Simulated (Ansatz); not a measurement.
Input file:

```
crystal:
  lattice:
    - [3.1841260822, 0.0, 0.0]
    - [-1.5920630411, 2.757534076, 0.0]
    - [0.0, 0.0, 17.33459995]
  atoms:
    - { symbol: Mo, position: [0.0, 0.0, 0.0] }
    - { symbol: S, position: [0.33333333, 0.66666667, 0.08949298] }
    - { symbol: S, position: [0.33333333, 0.66666667, 0.91050702] }
basis:
  ecutwfc: 420
kpoints:
  mp_grid: { grid: [12, 12, 2] }
hamiltonian:
  xc: pbesol
scf:
  occupations: { method: gaussian, width: 0.02 }
output:
  forces: true
  stress: true
  eigenvalues: true
  write_density: true
  write_potential: true
  elf: true
  volumetric_format: npy
relax:
  adjacent_minimum: "off"
  f_tol: 0.005
  max_steps: 80
  cell: { stress_tol: 0.05 }
```

Command:

```sh
ansatz run input.yaml --threads 1 --pin off --max-ram 2560MiB --backend cpu --events-out ev --progress --plain --runs-dir out
```

Below, planes, directions and counts refer to the conventional cell (a = 3.14 Å, b = 3.14 Å, c = 17.34 Å, α = 90.00°, β = 90.00°, γ = 120.00°).

The fields are those of the relaxed geometry.

Space group P-6m2; a structure from a database of computed crystals, not necessarily the ambient phase; computed without spin polarisation.

All numbers below come from DFT PBEsol, scalar-relativistic, plane waves, PAW in Ansatz 0.2.0.

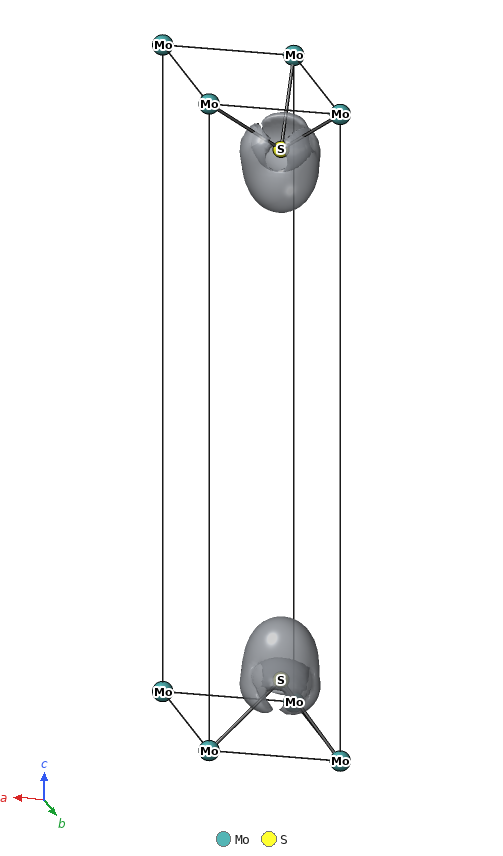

MoS₂. Isosurface of the ELF at 0.8 (grey), seen at an oblique angle. Only the valence region is drawn (cores and ρ < 0.01 e/Å³ removed). Sticks mark near contacts.

### Where are the electrons localised?

At this value the surface marks out two regions wrapped around S (the valence shell of each), counted in one cell of 3 atoms. Any copies at cell faces, edges or corners count once. Profiles from the grid: Mo–S (2.39 Å): the ELF peaks at about 0.85 in the valence shell of S, 0.8 Å from its nucleus, and is about 0.45 at the midpoint.
